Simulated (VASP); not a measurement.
# Band-structure run of Bi2Se3 (part 2 of 2)

Continued. System: Bi2Se3 (R-3m, 5 atoms in the cell). Method: Kohn-Sham DFT of a periodic cell, LDA, VASP PAW LDA potentials, recommended, no spin polarisation (VASP 6.6.1); cutoff 520 eV, 9×9×8 k-mesh, Gaussian smearing of 0.03 eV. The structure derives from an entry of the Crystallography Open Database.

Geometry of the input (Å; fractional positions):
```
2.0657  1.1926  9.5276
-2.0657  1.1926  9.5276
0.0000  -2.3853  9.5276
Bi 0.4003  0.4003  0.4003
Bi 0.5997  0.5997  0.5997
Se 0.0000  0.0000  0.0000
Se 0.2115  0.2115  0.2115
Se 0.7885  0.7885  0.7885
```

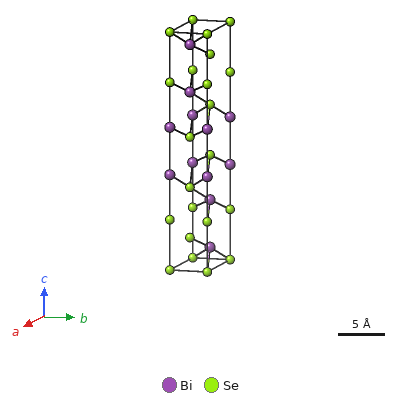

Fig. 1: The input geometry (ball-and-stick view of the cell 3 times as large as that of the calculation, set on its symmetry axes, seen at an oblique angle). An atom can appear more than once, as a periodic image.

## Parts of OUTCAR, continued
```
  ion indices of the primitive-cell ions
   primitive index   ion index
                 1           1
                 2           2
                 3           3
                 4           4
                 5           5

----------------------------------------------------------------------------------------

 KPOINTS: Automatic mesh

Automatic generation of k-mesh.
 Grid dimensions read from file:
 generate k-points for:    9    9    8

 Generating k-lattice:

  Cartesian coordinates                     Fractional coordinates (reciprocal lattice)
     0.026894258  0.015527407  0.003887347     0.111111111  0.000000000 -0.000000000
    -0.026894258  0.015527407  0.003887347     0.000000000  0.111111111 -0.000000000
     0.000000000 -0.034936666  0.004373266    -0.000000000 -0.000000000  0.125000000

  Length of vectors
     0.031297172  0.031297172  0.035209318

  Shift w.r.t. Gamma in fractional coordinates (k-lattice)
     0.000000000  0.000000000  0.000000000

 -----------------------------------------------------------------------------
|                                                                             |
|           W    W    AA    RRRRR   N    N  II  N    N   GGGG   !!!           |
|           W    W   A  A   R    R  NN   N  II  NN   N  G    G  !!!           |
|           W    W  A    A  R    R  N N  N  II  N N  N  G       !!!           |
|           W WW W  AAAAAA  RRRRR   N  N N  II  N  N N  G  GGG   !            |
|           WW  WW  A    A  R   R   N   NN  II  N   NN  G    G                |
|           W    W  A    A  R    R  N    N  II  N    N   GGGG   !!!           |
|                                                                             |
|     Your reciprocal lattice and k-lattice belong to different lattice       |
|     classes:                                                                |
|                                                                             |
|        The reciprocal lattice is rhombohedral (trigonal),                   |
|        whereas your k-lattice is base-centered monoclinic.                  |
|                                                                             |
|     Results are often still useful ...                                      |
|                                                                             |
 -----------------------------------------------------------------------------

 WARNING: IBZKPT: internal override: KBLOWUP is changed to .FALSE.
      ... skipping the blow-up phase ...

 Subroutine IBZKPT returns following result:
 ===========================================

 Found    185 irreducible k-points:

 Following reciprocal coordinates:
            Coordinates               Weight
  0.000000  0.000000  0.000000      1.000000
  0.111111  0.000000  0.000000      4.000000
  0.222222 -0.000000 -0.000000      4.000000
  0.333333 -0.000000  0.000000      4.000000
  0.444444 -0.000000 -0.000000      4.000000
  0.111111  0.111111  0.000000      2.000000
  0.222222  0.111111  0.000000      4.000000
  0.333333  0.111111  0.000000      4.000000
  0.444444  0.111111 -0.000000      4.000000
 -0.444444  0.111111  0.000000      4.000000
 -0.333333  0.111111  0.000000      4.000000
 -0.222222  0.111111  0.000000      4.000000
 -0.111111  0.111111  0.000000      2.000000
  0.222222  0.222222 -0.000000      2.000000
  0.333333  0.222222 -0.000000      4.000000
  0.444444  0.222222 -0.000000      4.000000
 -0.444444  0.222222  0.000000      4.000000
 -0.333333  0.222222 -0.000000      4.000000
 -0.222222  0.222222  0.000000      2.000000
  0.333333  0.333333  0.000000      2.000000
  0.444444  0.333333  0.000000      4.000000
 -0.444444  0.333333  0.000000      4.000000
 -0.333333  0.333333  0.000000      2.000000
  0.444444  0.444444 -0.000000      2.000000
 [... further k-points ...]
   k-points           NKPTS =    185   k-points in BZ     NKDIM =    185   number of bands    NBANDS=     28
   number of dos      NEDOS =    301   number of ions     NIONS =      5
   total plane-waves  NPLWV = 512000
   dimension x,y,z NGX =    80 NGY =   80 NGZ =   80
   dimension x,y,z NGXF=   160 NGYF=  160 NGZF=  160
   ions per type =               2   3
   NGX,Y,Z   is equivalent  to a cutoff of  13.54, 13.54, 13.54 a.u.
   NGXF,Y,Z  is equivalent  to a cutoff of  27.08, 27.08, 27.08 a.u.
 SYSTEM =  Bi2Se3
   PREC   = accura    normal or accurate (medium, high low for compatibility)
   ISTART =      0    job   : 0-new  1-cont  2-samecut
   ICHARG =      2    charge: 1-file 2-atom 10-const
   ISPIN  =      1    spin polarized calculation?
   LNONCOLLINEAR =      F non collinear calculations
   LSORBIT =      F    spin-orbit coupling
   LASPH  =      T    aspherical Exc in radial PAW
   ENCUT  =  520.0 eV  38.22 Ry    6.18 a.u.  18.26 18.26 18.26*2*pi/ulx,y,z
   NELM   =     80;   NELMIN=  2; NELMDL= -5     # of ELM steps
   EDIFF  = 0.1E-05   stopping-criterion for ELM
   LREAL  =      F    real-space projection
   EDIFFG = 0.1E-04   stopping-criterion for IOM
   NSW    =      0    number of steps for IOM
   IBRION =     -1    ionic relax: 0-MD 1-quasi-New 2-CG
   NFREE  =      0    steps in history (QN), initial steepest desc. (CG)
   ISIF   =      2    stress and relaxation
   ISYM   =      2    0-nonsym 1-usesym 2-fastsym
   POTIM  = 0.5000    time-step for ionic-motion
   TEBEG  =    0.0;   TEEND  =   0.0 temperature during run
   PSTRESS=    0.0 pullay stress
   NELECT =      48.0000    total number of electrons
   NUPDOWN=      -1.0000    fix difference up-down
   EMIN   =  10.00;   EMAX   =-10.00  energy-range for DOS
   EFERMI =   0.00;   METHOD = LEGACY
   ISMEAR =     0;   SIGMA  =   0.03  broadening in eV -4-tet -1-fermi 0-gaus
   EFERMI_NEDOS =   21; number of points for ismear=-14 and -15
   IALGO  =     68    algorithm
   IMIX   =      4    mixing-type and parameters
     AMIX     =   0.40;   BMIX     =  1.00
     AMIX_MAG =   1.60;   BMIX_MAG =  1.00
  volume/ion in A,a.u.               =      28.17       190.08
  Fermi-wavevector in a.u.,A,eV,Ry     =   1.143542  2.160981 17.792180  1.307688
  Thomas-Fermi vector in A             =   2.280237
   LORBIT       =      0    0 simple, 1 ext, 2 COOP (PROOUT), +10 PAW based schemes
   GGA     = CA    functional components
   LHFCALC =     F    Hartree Fock is set to
   AEXX    =    0.0000 exact exchange contribution
   IVDW    =     0    specifies the selected vdW correction
   LEPSILON=     F    determine dielectric tensor
   LRPA    =     F    only Hartree local field effects (RPA)
 non-spin polarized calculation
 RMM-DIIS sequential band-by-band and
 Gauss-broadening in eV      SIGMA  =   0.03
  energy-cutoff  :      520.00
  volume of cell :      140.83
 maximum number of plane-waves:      3839
 NGX is ok and might be reduce to    80
   NGX = 37   NGY = 37   NGZ = 37

 number of electron      48.0000004 magnetization

 Free energy of the ion-electron system (eV)
  ---------------------------------------------------
  ext. energy  EPLUGINS =         0.00000000
  ---------------------------------------------------
  free energy    TOTEN  =       -23.40733352 eV

  energy without entropy =      -23.40731779  energy(sigma->0) =      -23.40732566

 E-fermi :   4.9986     XC(G=0):  -9.8344     alpha+bet :-10.2495

 val. band max:        4.9657196796   @ k =   0.0000   0.0000   0.0000
 cond. band min:       5.0314573386   @ k =   0.0000   0.0000   0.0000
 fundamental gap:      0.0657376590
 Fermi energy:         4.9985885097

 k-point     1 :       0.0000    0.0000    0.0000
  band No.  band energies     occupation
      1     -18.1225      2.00000
      2     -18.1225      2.00000
      3     -18.1203      2.00000
      4     -18.1203      2.00000
      5     -18.1086      2.00000
      6     -18.1058      2.00000
      7     -18.0989      2.00000
      8     -18.0989      2.00000
      9     -18.0955      2.00000
     10     -18.0955      2.00000
     11      -9.5795      2.00000
     12      -8.7938      2.00000
     13      -7.9850      2.00000
     14      -4.6702      2.00000
     15      -3.8783      2.00000
     16       2.6855      2.00000
     17       2.7813      2.00000
     18       3.0368      2.00000
     19       3.0368      2.00000
     20       3.1049      2.00000
     21       3.1049      2.00000
     22       3.7375      2.00000
     23       3.7375      2.00000
     24       4.9657      1.87873
     25       5.0315      0.12127
     26       6.2446      0.00000
     27       6.2447      0.00000
     28       7.0046      0.00000

 k-point     2 :       0.1111    0.0000    0.0000
  band No.  band energies     occupation
      1     -18.1245      2.00000
      2     -18.1219      2.00000
      3     -18.1197      2.00000
      4     -18.1175      2.00000
      5     -18.1068      2.00000
      6     -18.1041      2.00000
      7     -18.1003      2.00000
      8     -18.0990      2.00000
      9     -18.0970      2.00000
     10     -18.0953      2.00000
     11      -9.4659      2.00000
     12      -8.6976      2.00000
     13      -7.9161      2.00000
     14      -4.7382      2.00000
     15      -4.0063      2.00000
     16       1.9662      2.00000
     17       2.0708      2.00000
     18       2.6108      2.00000
     19       2.7396      2.00000
     20       3.2486      2.00000
     21       3.5215      2.00000
     22       3.5657      2.00000
     23       3.8770      2.00000
     24       4.2854      2.00000
     25       5.8945      0.00000
     26       6.6126      0.00000
     27       6.6467      0.00000
     28       7.0765      0.00000

 k-point     3 :       0.2222   -0.0000   -0.0000
  band No.  band energies     occupation
      1     -18.1304      2.00000
      2     -18.1268      2.00000
      3     -18.1135      2.00000
      4     -18.1113      2.00000
      5     -18.1064      2.00000
      6     -18.1018      2.00000
      7     -18.1002      2.00000
      8     -18.0979      2.00000
      9     -18.0965      2.00000
     10     -18.0942      2.00000
     11      -9.1332      2.00000
     12      -8.4288      2.00000
     13      -7.7331      2.00000
     14      -4.9910      2.00000
     15      -4.3704      2.00000
     16       1.0120      2.00000
     17       1.3751      2.00000
     18       1.8298      2.00000
     19       2.1466      2.00000
     20       2.7236      2.00000
     21       3.2458      2.00000
     22       3.6670      2.00000
     23       3.8087      2.00000
     24       4.3954      2.00000
     25       6.1467      0.00000
     26       6.7090      0.00000
     27       7.0496      0.00000
     28       7.4745      0.00000

 k-point     4 :       0.3333   -0.0000    0.0000
  band No.  band energies     occupation
      1     -18.1382      2.00000
      2     -18.1331      2.00000
      3     -18.1102      2.00000
      4     -18.1101      2.00000
      5     -18.1068      2.00000
      6     -18.1052      2.00000
      7     -18.0938      2.00000
      8     -18.0927      2.00000
      9     -18.0905      2.00000
     10     -18.0902      2.00000
     11      -8.6134      2.00000
     12      -8.0650      2.00000
     13      -7.5210      2.00000
     14      -5.4581      2.00000
     15      -4.8757      2.00000
     16       0.0265      2.00000
     17       1.1542      2.00000
     18       1.4907      2.00000
     19       1.7873      2.00000
     20       2.2335      2.00000
     21       2.4645      2.00000
     22       3.4483      2.00000
     23       3.7096      2.00000
     24       4.3696      2.00000
     25       5.8765      0.00000
     26       6.9106      0.00000
     27       7.2080      0.00000
     28       7.9393      0.00000

 k-point     5 :       0.4444   -0.0000   -0.0000
  band No.  band energies     occupation
      1     -18.1435      2.00000
      2     -18.1374      2.00000
      3     -18.1125      2.00000
      4     -18.1100      2.00000
      5     -18.1074      2.00000
      6     -18.1053      2.00000
      7     -18.0895      2.00000
      8     -18.0877      2.00000
      9     -18.0863      2.00000
     10     -18.0858      2.00000
     11      -7.9987      2.00000
     12      -7.7829      2.00000
     13      -7.5192      2.00000
     14      -5.8231      2.00000
     15      -5.3625      2.00000
     16      -0.5316      2.00000
     17       1.2649      2.00000
     18       1.4732      2.00000
     19       1.5957      2.00000
     20       1.9477      2.00000
     21       1.9644      2.00000
     22       2.8323      2.00000
     23       3.7081      2.00000
     24       4.3863      2.00000
     25       5.6992      0.00000
     26       6.7702      0.00000
     27       7.7591      0.00000
     28       7.9880      0.00000

 [... the levels of 18 k-points are left out ...]

 k-point    24 :       0.4444    0.4444   -0.0000
  band No.  band energies     occupation
      1     -18.1434      2.00000
      2     -18.1376      2.00000
      3     -18.1125      2.00000
      4     -18.1101      2.00000
      5     -18.1075      2.00000
      6     -18.1052      2.00000
      7     -18.0894      2.00000
      8     -18.0877      2.00000
      9     -18.0863      2.00000
     10     -18.0860      2.00000
     11      -8.0126      2.00000
     12      -7.7088      2.00000
     13      -7.5837      2.00000
     14      -5.8619      2.00000
     15      -5.3119      2.00000
     16      -0.3114      2.00000
     17       0.7005      2.00000
     18       1.0807      2.00000
     19       1.4132      2.00000
     20       2.4134      2.00000
     21       2.9581      2.00000
     22       3.0603      2.00000
     23       3.2737      2.00000
     24       3.7881      2.00000
     25       6.2959      0.00000
     26       6.9379      0.00000
     27       7.4369      0.00000
     28       7.8733      0.00000

 [... further k-points ...]

------------------------ aborting loop because EDIFF is reached ----------------------------------------

  FORCE on cell =-STRESS in cart. coord.  units (eV):
  Direction    XX          YY          ZZ          XY          YZ          ZX
  --------------------------------------------------------------------------------------
  -------------------------------------------------------------------------------------
  Total       -1.1940468     -1.1940468     -1.3339250      0.0000000      0.0000000      0.0000000
  in kB      -13.5838404    -13.5838404    -15.1751376      0.0000000      0.0000000      0.0000000
  external PRESSURE =     -14.1142728 kB  Pullay stress =       0.0000000 kB

 VOLUME and BASIS-vectors are now :
 -----------------------------------------------------------------------------
  energy-cutoff  :      520.00
  volume of cell :      140.83
      direct lattice vectors                 reciprocal lattice vectors
     2.065703224  1.192634312  9.527585870     0.242048322  0.139746664  0.034986127
    -2.065703224  1.192634312  9.527585870    -0.242048322  0.139746664  0.034986127
     0.000000000 -2.385268625  9.527585870     0.000000000 -0.279493328  0.034986127

 POSITION                                       TOTAL-FORCE (eV/Angst)
 -----------------------------------------------------------------------------------
      0.00000     -0.00000     11.44141         0.000000     -0.000000      0.031507
      0.00000     -0.00000     17.14135         0.000000      0.000000     -0.031507
      0.00000      0.00000      0.00000         0.000000     -0.000000      0.000000
      0.00000     -0.00000      6.04386         0.000000     -0.000000      0.060157
      0.00000     -0.00000     22.53890         0.000000      0.000000     -0.060157
 -----------------------------------------------------------------------------------
    total drift:                                0.000000     -0.000000      0.000000

  FREE ENERGIE OF THE ION-ELECTRON SYSTEM (eV)
  ---------------------------------------------------
  free  energy   TOTEN  =       -23.4073335211 eV

  energy  without entropy=      -23.4073177931  energy(sigma->0) =      -23.40732566
```

## CONTCAR
```
Bi2Se3
   1.00000000000000
     2.0657032238999999    1.1926343123000001    9.5275858699999993
    -2.0657032238999999    1.1926343123000001    9.5275858699999993
     0.0000000000000000   -2.3852686248000001    9.5275858699999993
  Bi              Se
     2     3
Direct
     0.4002905472867084    0.4002905472867084    0.4002905472867084
     0.5997094527132916    0.5997094527132916    0.5997094527132916
     0.0000000000000000    0.0000000000000000    0.0000000000000000
     0.2114513455103761    0.2114513455103761    0.2114513455103761
     0.7885486544896239    0.7885486544896239    0.7885486544896239

  0.00000000E+00  0.00000000E+00  0.00000000E+00
  0.00000000E+00  0.00000000E+00  0.00000000E+00
  0.00000000E+00  0.00000000E+00  0.00000000E+00
  0.00000000E+00  0.00000000E+00  0.00000000E+00
  0.00000000E+00  0.00000000E+00  0.00000000E+00
```

## Summary

| quantity | value |
| --- | --- |
| outcome | converged |
| space group (tolerance 0.01 Å) | R-3m (166) |
| electrons treated | 48 |
| free energy | −23.4073 eV |
| gap on the k-point mesh | 0.07 eV |
| gap on the band path | 0.07 eV |
| pressure | −1.41 GPa |
| largest force (length of the vector) | 0.060 eV/Å |
| hardware | 2 threads of AMD EPYC (Zen 5), 192 GiB of memory available, shared host |
| wall time | 54 min (CPU time 1.8 h) |
| peak memory | 1.4 GiB |

## Remarks

Spin–orbit coupling is left out, which matters for Bi.
